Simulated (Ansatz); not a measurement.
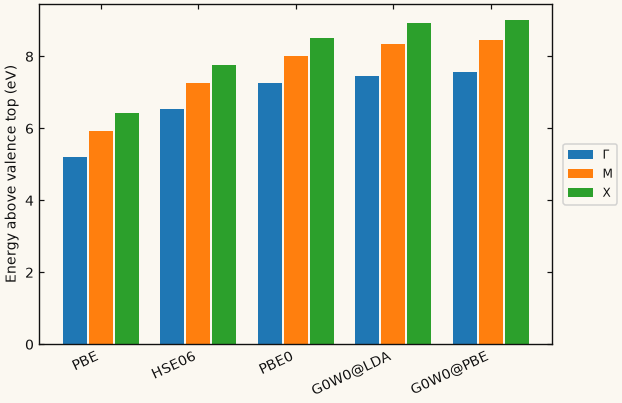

Lowest conduction level at each named k point, counted from the valence-band top at Γ, by several methods on one cell of CsCl-type CsCl, space group Pm-3m, 2 atoms in the cell, relaxed with r2SCAN; cubic a = 4.141 Å. All runs are without spin-orbit coupling and carry no moments.

Q: How do the methods rank at Γ?

A: From low to high: PBE 5.21, HSE06 6.53, PBE0 7.25, G0W0@LDA 7.46, G0W0@PBE 7.58 eV.

Q: Do the methods agree on which of these conduction levels is lowest?

A: Yes: all put it at Γ.

```
  method  program  Γ (eV)  M (eV)  X (eV)
     PBE   Ansatz    5.21    5.94    6.42
   HSE06   Ansatz    6.53    7.26    7.76
    PBE0   Ansatz    7.25    8.00    8.52
G0W0@LDA   Ansatz    7.46    8.36    8.93
G0W0@PBE   Ansatz    7.58    8.45    9.01
```

Settings. PBE: Ansatz PAW set, 6×6×6 k mesh, 420 eV cutoff, Fermi-Dirac smearing of 0.02 eV (Ansatz). HSE06: Ansatz PAW set, 4×4×4 k mesh, 420 eV cutoff, fixed occupations (Ansatz). PBE0: Ansatz PAW set, 4×4×4 k mesh, 420 eV cutoff, fixed occupations (Ansatz). G0W0@LDA: LDA, Ansatz PAW set, 4×4×4 k mesh, 420 eV cutoff, fixed occupations (Ansatz), G0W0 with empty bands 267, screening cutoff 140 eV and frequency treatment contour deformation. G0W0@PBE: PBE, Ansatz PAW set, 4×4×4 k mesh, 420 eV cutoff, fixed occupations (Ansatz), G0W0 with empty bands 267, screening cutoff 140 eV and frequency treatment contour deformation.

These are five of the 9 methods that were run on this cell. Spin-orbit coupling is left out, which matters for Cs. HSE06, PBE0 and G0W0@LDA: the PAW data sets were made with another functional. LDA, GGA and most meta-GGA functionals understate gaps. The GW values are at finite bands, cutoffs and mesh, short of the basis limit.
